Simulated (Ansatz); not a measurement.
# Calculations on Si₂₁₅O

Part 1: Relaxation

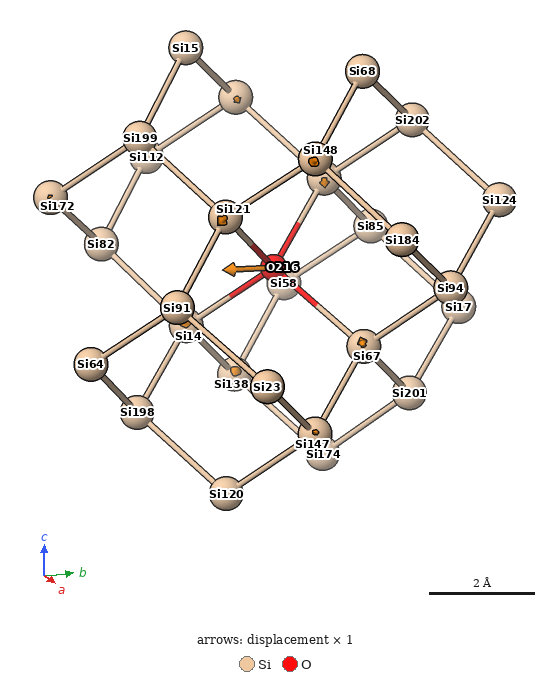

A relaxation of a defect cell of composition Si215O (cell charge −1). The starting structure is drawn; orange arrows show the displacements, at their true length.

A ball-and-stick model of the atoms within 5.0 Å of the atom that moves most (axes of the cell of the calculation (origin shifted)), seen slightly off an axis.

Theory: DFT, PBEsol, PAW, plane waves (Ansatz 0.2.0). Settings: plane-wave cutoff 420 eV; k-point mesh 1 × 1 × 1; mesh shifted by (0.25, 0.25, 0.25); collinear spin; atoms relaxed in a fixed cell; force threshold 0.03 eV/Å; at most 80 steps.

Question: What did the optimiser do to the structure, and how much energy did it gain?

Answer: The largest move is that of the O atom, 1.05 Å along −b. By element the largest moves are O 1.05 Å, Si 0.31 Å. The lattice vectors keep their values. Among the contacts that change: O–Si 2.356 → 1.684 Å, O–Si 2.335 → 1.688 Å, O–Si 2.360 → 2.953 Å, Si–Si 2.362 → 2.436 Å. Bond angles that change, for instance: Si–Si–Si 109.6° → 103.0°, Si–Si–Si 109.4° → 102.9°, Si–Si–Si 109.7° → 103.6°. Over 16 geometry steps the energy falls by 3.282 eV per cell of the calculation. The largest force component goes from 1.5 to 0.019 eV/Å. The program noted that the starting moments weren't kept. Cost: 2.9 min on 1 × NVIDIA GB300 Max-Q with 8 threads of Arm Neoverse-V2, peak memory 3.2 GiB.

Limits of the set-up: the cell is charged, on a uniform background, and energies carry no finite-size correction.

Part 2: Relaxation

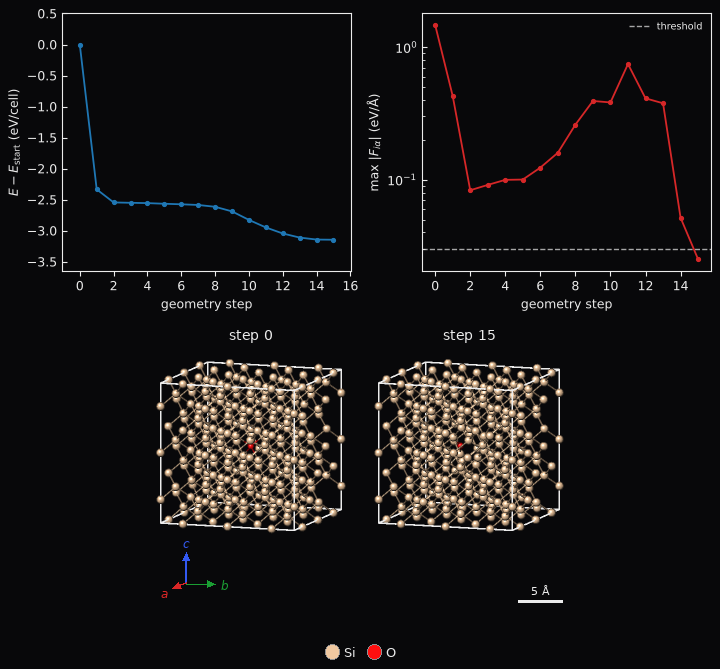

First and last geometry of a relaxation of a defect cell of composition Si$_{215}$O, with the history of the run. Style: ball-and-stick. Shown: the cell of the calculation (origin shifted), slightly off an axis.

These are results of DFT, PBEsol, PAW, plane waves (Ansatz), not measurements. Settings: plane-wave cutoff 420 eV; k-point mesh 1 × 1 × 1; mesh shifted by (0.25, 0.25, 0.25); no spin polarisation; atoms relaxed in a fixed cell; force threshold 0.03 eV/Å; at most 80 steps.

Read the history and describe the run.

It converged. The atom that moves furthest is the O atom (1.02 Å along −b). By element the largest moves are O 1.02 Å, Si 0.40 Å. The cell stays as it was. Among the contacts that change: Si–Si 3.807 → 3.046 Å, O–Si 2.356 → 1.700 Å, O–Si 2.335 → 1.701 Å, O–Si 2.360 → 2.914 Å. Bond angles that change, for instance: Si–Si–Si 109.6° → 100.8°, Si–Si–Si 109.4° → 100.8°, Si–Si–Si 111.5° → 103.3°. Over 15 geometry steps the energy falls by 3.146 eV per cell of the calculation. Largest force component: 1.5 eV/Å at the start, 0.025 eV/Å at the end. The run took 110 s on 1 × NVIDIA GB300 Max-Q with 8 threads of Arm Neoverse-V2, peak memory 3.2 GiB.

```tsv
step	E − E(0), meV/atom	largest force component, eV/Å
0	0.00	1.4681
1	-10.81	0.4278
2	-11.78	0.0832
3	-11.81	0.0913
4	-11.83	0.0997
5	-11.88	0.1002
6	-11.92	0.1233
7	-11.97	0.1597
8	-12.11	0.2600
9	-12.45	0.3923
10	-13.09	0.3825
11	-13.65	0.7452
12	-14.10	0.4107
13	-14.41	0.3770
14	-14.55	0.0516
15	-14.57	0.0251
```

Part 3: Defect

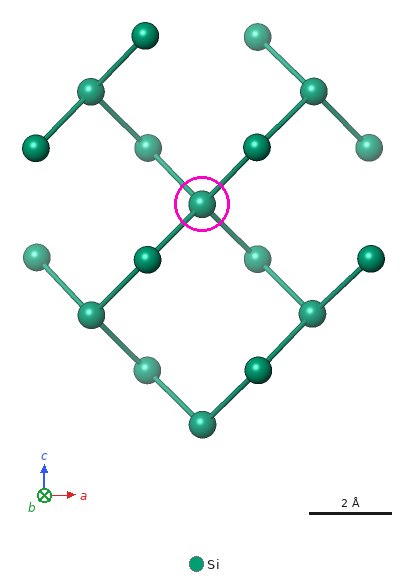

Perfect Si. The picture is a ball-and-stick view of the atoms within 5.4 Å of one point, in a slice 4.2 Å thick across the line of sight, seen along the b axis.

Computed with Ansatz, DFT, PBEsol, PAW, plane waves. Set-up: plane-wave cutoff 420 eV; k-point mesh 1 × 1 × 1; mesh shifted by (0.25, 0.25, 0.25); collinear spin. Fermi-Dirac smearing of 0.01 eV. A uniform background neutralises the charged cell. The axes drawn are those of the host's conventional cell.

A silicon atom is replaced by oxygen at the ringed place, in charge state −1. The supercell has 216 sites, and the atoms are relaxed at the host's cell.

**How do the neighbours respond?**

In the host the Si atom has 4 Si at 2.33 to 2.37 Å; the O atom ends with 2 Si at 1.68 to 1.69 Å. Of the host's atoms, a silicon atom moves furthest from its site, by 0.31 Å. The O atom itself moves 1.06 Å from where it was put. The cell's net moment is 1.00 μB. Relaxing the atoms from the host's sites lowers the energy by 3.28 eV.

The relaxed defect, seen from the same direction:

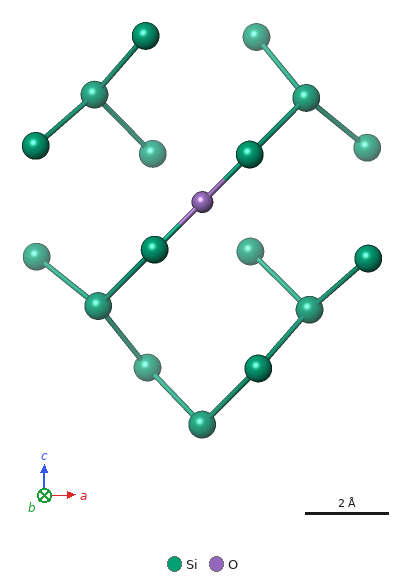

Limits of the set-up: the cell is charged, on a uniform background, and energies carry no finite-size correction.

Part 4: Defect

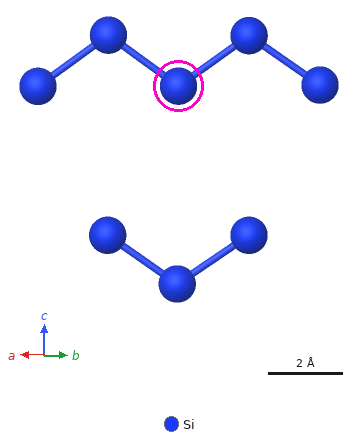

Perfect Si. The picture is a ball-and-stick view of the atoms within 5.4 Å of one point, in a slice 3.4 Å thick across the line of sight, seen along [110].

Computed with DFT, PBEsol, PAW, plane waves in Ansatz. Set-up: plane-wave cutoff 420 eV; k-point mesh 1 × 1 × 1; mesh shifted by (0.25, 0.25, 0.25); no spin polarisation. Fermi-Dirac smearing of 0.01 eV. The axes drawn are those of the host's conventional cell.

A silicon atom is replaced by oxygen at the ringed place, in charge state 0. The supercell has 216 sites, and the atoms are relaxed at the host's cell.

**How do the neighbours respond?**

In the host the Si atom has 4 Si at 2.33 to 2.37 Å; the O atom ends with 2 Si at 1.70 Å. Of the host's atoms, a silicon atom moves furthest from its site, by 0.40 Å. The O atom itself moves 1.02 Å from where it was put. Relaxing the atoms from the host's sites lowers the energy by 3.15 eV.

The relaxed defect, seen from the same direction:

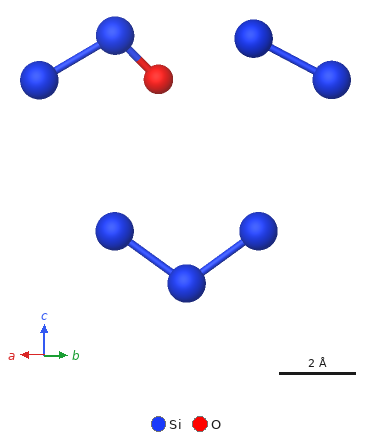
